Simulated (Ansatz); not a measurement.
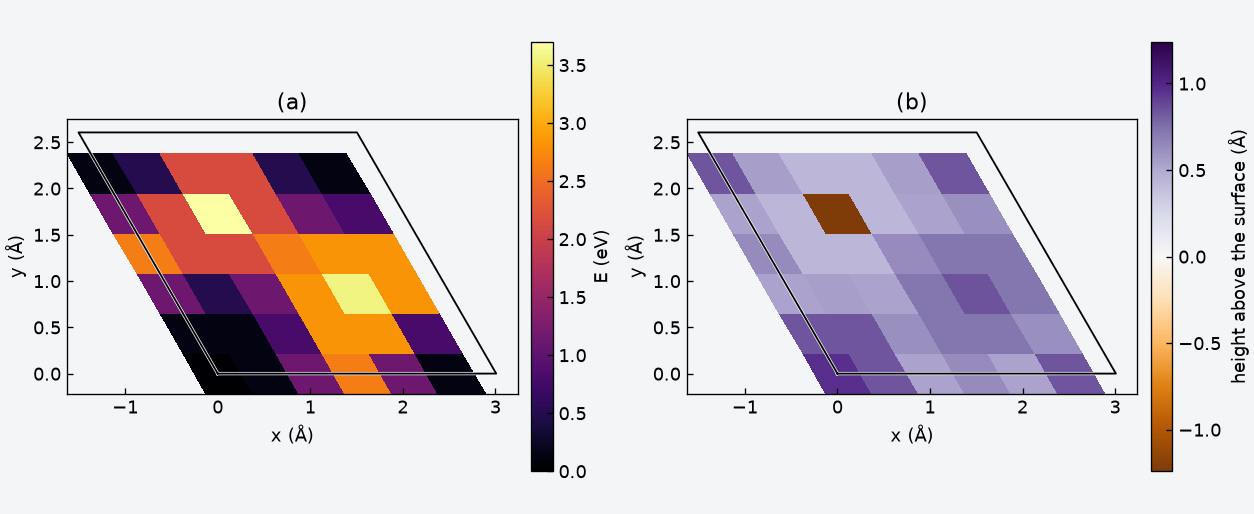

H on a MgO(111) slab cut from the Fm-3m phase, its upper half relaxed before the scan (7 atoms of substrate and one adsorbate in a 1 × 1 cell). 
- H is moved over the surface cell; relaxed at each place: the height of the adsorbate's atoms; substrate rigid; the origin of the map has the adsorbate above O7.
- Places are given modulo a cell vector. The map is drawn in real space over the plane of the surface.
- The grid has 6 × 6 points; 10 points were computed and 26 follow by symmetry.
- Energies: eV, counted from the lowest grid point.
- At some places the adsorbate sinks to or below the level of the top layer. With one adsorbate in each 1 × 1 cell, its nearest image is 3.0 Å away, so neighbouring adsorbates interact.
- The calculation used Ansatz, DFT PBE, scalar-relativistic, plane waves, PAW. Settings: cutoff 420 eV, k-mesh 9×9×1, gaussian smearing 0.05 eV, spin-polarised.

Panel (a) is the energy; panel (b) is the computed height above the surface, in Å.

The picture shows one coloured cell a grid point, the outline of one cell of the plane.

How does the height above the surface vary over the map, and what is it at the lowest grid point?

Answer. It runs from −1.24 Å at a place at or below the level of the top layer, (2/6, 4/6) of the cell vectors to 0.97 Å at the top site over a surface O atom, (0/6, 0/6) of the cell vectors. At the lowest grid point, the top site over a surface O atom, (0/6, 0/6) of the cell vectors, it is 0.97 Å.

PAW datasets: the set soft_1.
